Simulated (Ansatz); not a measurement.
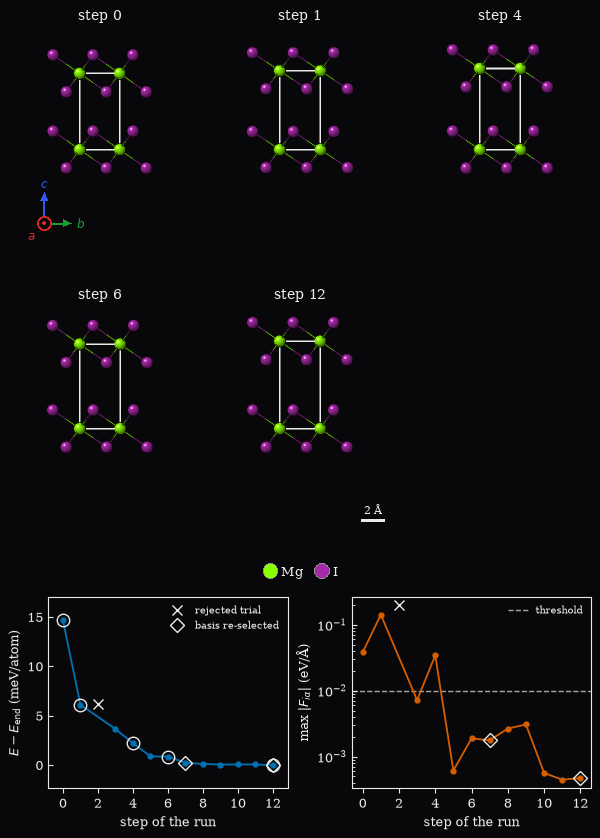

Frames of a relaxation of a crystal of MgI2 (built on the database_164 type), marked on the history of the run. Style: ball-and-stick. Shown: the cell of the calculation, along the a axis.

Case: structure reported for this formula (P-3m1, No. 164).

Theory: Ansatz 0.2.0, DFT PBE, scalar-relativistic, plane waves, PAW. Settings: plane-wave cutoff 420 eV; k-point mesh 6 × 6 × 4; occupations gaussian; smearing width 0.02 eV; no spin polarisation; cell and atoms relaxed; force threshold 0.01 eV/Å; at most 80 steps.

Describe the path.

Answer. The largest moves relative to the cell, 0.24 Å, are those of I atoms. Mg stays in place. Cell: a = b 4.154 → 4.208 Å (+1.3 %), c 6.862 → 7.874 Å (+14.7 %). Volume +17.7 %. Among the contacts that change: I–Mg 2.918 → 2.950 Å. The space group stays P-3m1 (No. 164). Over 9 accepted moves (12 points after the start) the energy falls by 14.7 meV per atom. The largest force component goes from 0.038 to 0.00048 eV/Å. Pressure: 1.27 GPa at the start and 0.00 GPa at the end. The line search rejected the trial step at point 2 of the run. At 2 points the geometry stayed and the basis and grid were re-selected for the new cell (energy shift of 0.6 meV per atom at most each time). From step 0 to 1: I atoms move most (0.10 Å), volume +7.6 %, energy −8.6 meV per atom. From step 1 to 4: volume +2.4 %, energy −3.9 meV per atom. From step 4 to 6: I atoms move most (0.07 Å), volume +3.4 %, energy −1.4 meV per atom. From step 6 to 12: I atoms move most (0.06 Å), volume +3.4 %, energy −0.9 meV per atom.

| step | E − E(0), meV/atom | largest force component, eV/Å | pressure, GPa | volume, Å³/atom | note |
| --- | --- | --- | --- | --- | --- |
| 0 | 0.00 | 0.0383 | 1.27 | 34.177 |  |
| 1 | -8.58 | 0.1429 | 0.45 | 36.766 |  |
| 2 | -8.49 | 0.1970 | -0.70 | 37.803 | rejected |
| 3 | -11.04 | 0.0072 | 0.05 | 37.070 |  |
| 4 | -12.46 | 0.0345 | -0.09 | 37.664 |  |
| 5 | -13.81 | 0.0006 | 0.00 | 38.740 |  |
| 6 | -13.84 | 0.0019 | 0.01 | 38.930 |  |
| 7 | -14.45 | 0.0018 | 0.03 | 38.930 | same geometry, new basis |
| 8 | -14.58 | 0.0027 | 0.03 | 39.328 |  |
| 9 | -14.64 | 0.0031 | 0.02 | 39.924 |  |
| 10 | -14.63 | 0.0006 | 0.01 | 40.161 |  |
| 11 | -14.62 | 0.0004 | 0.00 | 40.242 |  |
| 12 | -14.71 | 0.0005 | 0.00 | 40.242 | same geometry, new basis |
